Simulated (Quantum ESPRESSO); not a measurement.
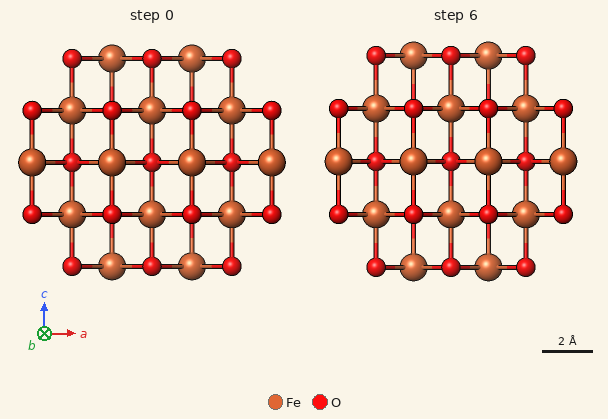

The structure of a crystal of FeO (set up in I4/mmm) before (left) and after (right) a relaxation, at one scale.

The picture is a ball-and-stick view of the conventional cell (2 times the calculation's cell), repeated 2 × 1 × 1 with one cell outlined, seen along the b axis. Lengths and directions refer to the drawn axes.

The run lets cell and atoms move.

Method: Quantum ESPRESSO 7.5, Kohn-Sham DFT of a periodic cell, PBEsol, GBRV 1.5 PBEsol.

Input file:
```
&CONTROL
  calculation = 'vc-relax'
  prefix = 'pwscf'
  outdir = './tmp'
  pseudo_dir = './pseudo'
  tprnfor = .true.
  tstress = .true.
  disk_io = 'low'
  nstep = 40
  forc_conv_thr = 0.0004
  etot_conv_thr = 1d-05
/
&SYSTEM
  ibrav = 0
  nat = 2
  ntyp = 2
  ecutwfc = 56
  ecutrho = 448
  nbnd = 21
  occupations = 'smearing'
  smearing = 'fd'
  degauss = 0.00367493
  nspin = 2
  starting_magnetization(1) = 0.1875
  starting_magnetization(2) = 0
/
&ELECTRONS
  conv_thr = 4d-10
  electron_maxstep = 120
  mixing_beta = 0.3
/
&IONS
  ion_dynamics = 'bfgs'
/
&CELL
  cell_dynamics = 'bfgs'
  press = 0
  press_conv_thr = 0.3
/
ATOMIC_SPECIES
Fe    55.8450 fe_pbesol_v1.5.uspp.F.UPF
O     15.9990 o_pbesol_v1.2.uspp.F.UPF
CELL_PARAMETERS angstrom
  -1.6021034130    1.6021034130    2.0833922500
   1.6021034130   -1.6021034130    2.0833922500
   1.6021034130    1.6021034130   -2.0833922500
ATOMIC_POSITIONS crystal
Fe     0.0000000000    0.0000000000    0.0000000000
O      0.5000000000    0.5000000000    0.0000000000
K_POINTS automatic
10 10 10 0 0 0
```

Command:
```bash
OMP_NUM_THREADS=1 mpirun -n 2 pw.x -nk 2 -in pw.in > pw.out
```

### Describe what moved and what it gained.

No atom moves by more than 0.005 Å relative to the cell. Cell: a = b 3.204 → 3.003 Å (−6.3 %), c 4.167 → 4.246 Å (+1.9 %). Volume −10.5 %. Near-neighbour distances that change, for instance: Fe–O 2.266 → 2.124 Å, Fe–O 2.083 → 2.123 Å. The space group (tolerance 0.01 Å) goes from I4/mmm (No. 139) to Fm-3m (No. 225). The energy falls by 76.1 meV per atom in 6 geometry steps. All forces vanish by symmetry, so only the cell relaxes. The pressure goes from −16.09 to 0.01 GPa.
